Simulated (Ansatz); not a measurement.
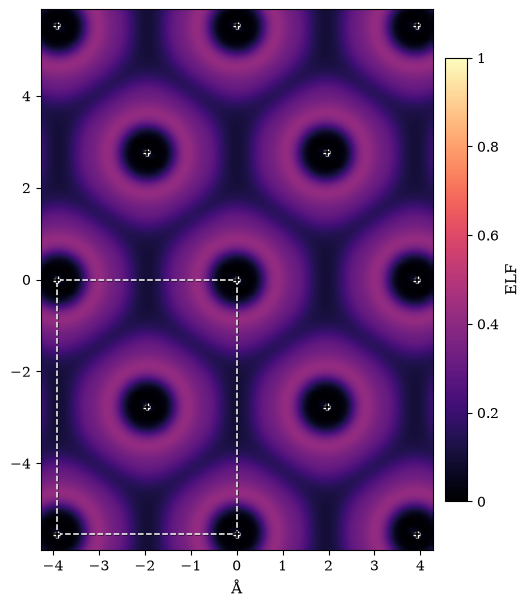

The ELF on a plane through atoms (crosses mark nuclei in the plane).

Level of theory: DFT, r2SCAN, plane waves (500 eV) with PAW, scalar-relativistic in Ansatz 0.2.0.

Candidates:
A. Ti, a = 2.67 Å, b = 2.67 Å, c = 2.67 Å, α = 90.00°, β = 90.00°, γ = 90.00°. Space group Pm-3m; set up as Ti, simple cubic; a generated structure, not necessarily the stable one; changed on purpose from its base cell (volume × 1.04); computed pressure about −3 GPa in this cell; computed without spin polarisation.
B. Ni, a = 5.22 Å, b = 5.22 Å, c = 5.22 Å, α = 90.00°, β = 90.00°, γ = 90.00°. Space group Fd-3m; set up as Ni, diamond; a generated structure, not necessarily the stable one; changed on purpose from its base cell (volume × 1.12); computed pressure about −8 GPa in this cell; spin-polarised.
C. Tl, a = 3.92 Å, b = 3.92 Å, c = 3.92 Å, α = 90.00°, β = 90.00°, γ = 90.00°. Space group Im-3m; set up as Tl, bcc; a generated structure, not necessarily the stable one; computed without spin polarisation.

Question: Which system is this?

Answer: Candidate C: Tl on the (011̄) plane of the conventional cell, which holds Tl. Tl–Tl (3.39 Å): the ELF is about 0.15 at the midpoint: no shared electron pair shows on this line.
